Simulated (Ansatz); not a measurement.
# TiSi2: what the fields show

The calculation's input:

```
crystal:
  lattice:
    - [3.2247333017, 0.0, 0.0]
    - [0.0, 3.2247333017, 0.0]
    - [0.0, 0.0, 5.1348659411]
  atoms:
    - { symbol: Ti, position: [0.5, 0.5, 0.2860053359] }
    - { symbol: Si, position: [0.5, 0.5, 0.7925749128] }
    - { symbol: Si, position: [0.0, 0.0, 0.0256296813] }
basis:
  ecutwfc: 420
kpoints:
  mp_grid: { grid: [14, 14, 10] }
hamiltonian:
  xc: pbe
scf:
  occupations: { method: gaussian, width: 0.1 }
output:
  forces: true
  stress: true
  eigenvalues: true
  write_density: true
  write_potential: true
  elf: true
  volumetric_format: npy
relax:
  adjacent_minimum: "off"
  f_tol: 0.01
  max_steps: 80
  cell: { stress_tol: 0.05 }
```

Command:

```sh
ansatz run input.yaml --threads 1 --pin off --max-ram 2560MiB --backend cpu --events-out ev --progress --plain --runs-dir out
```

Below, planes, directions and counts refer to the conventional cell (a = 3.20 Å, b = 3.20 Å, c = 5.17 Å, α = 90.00°, β = 90.00°, γ = 90.00°).

The fields are those of the run's last geometry, not of the input's.

Space group P4mm; a structure generated by program, which may or may not match a known phase; computed without spin polarisation.

The calculation used DFT PBE, scalar-relativistic, plane waves, PAW in Ansatz 0.2.0.

In a PAW calculation such maps are meaningful between the atoms, not at the nuclei.

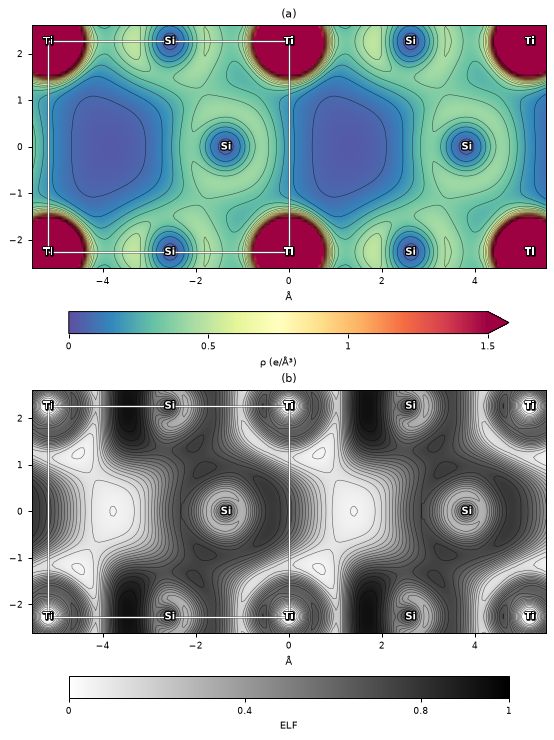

Figure 1. (a) valence charge density (pseudo); (b) electron localisation function on the (110) plane of the conventional cell.

Question: What does the map show?

Answer: The plane passes through Ti and Si nuclei. Ti–Si (2.56 Å): ρ is about 0.34 e/Å³ halfway; the ELF peaks at about 0.70 in the valence shell of Si, 0.9 Å from its nucleus, and is about 0.40 at the midpoint. Si–Si (2.57 Å): ρ at the midpoint is about 0.37 e/Å³; the ELF peaks at about 0.75 between the atoms. Ti–Si (2.61 Å): ρ is about 0.34 e/Å³ halfway; the ELF peaks at about 0.95 in the valence shell of Si, 0.9 Å from its nucleus, and is about 0.65 at the midpoint. Between the atoms the lowest density in this plane is 0.03 e/Å³. The features right at Ti lie inside the PAW spheres, where the map follows smoothed inner orbitals and isn't to be read closely.

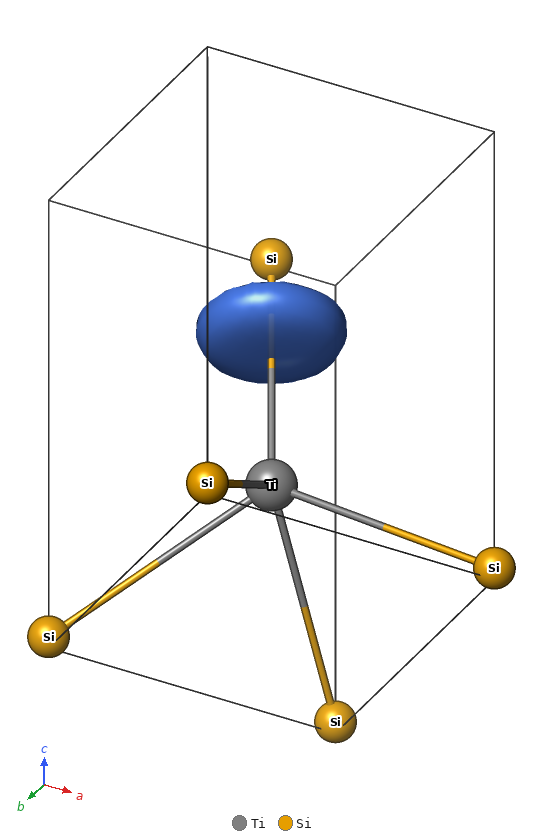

Figure 2. Isosurface of the ELF at 0.85 (blue), seen at an oblique angle. Core shells and regions of very low density are left out. Sticks mark near contacts.

Question: Where are the electrons localised?

Answer: The surface consists of one lobe of the valence shell of Si pointing towards Ti (polar bonds), counted in one cell of 3 atoms. Regions shared between cells count once.

Question: Metal or insulator at this level of theory?

Answer: It is gapless in this calculation (a metal or semimetal).
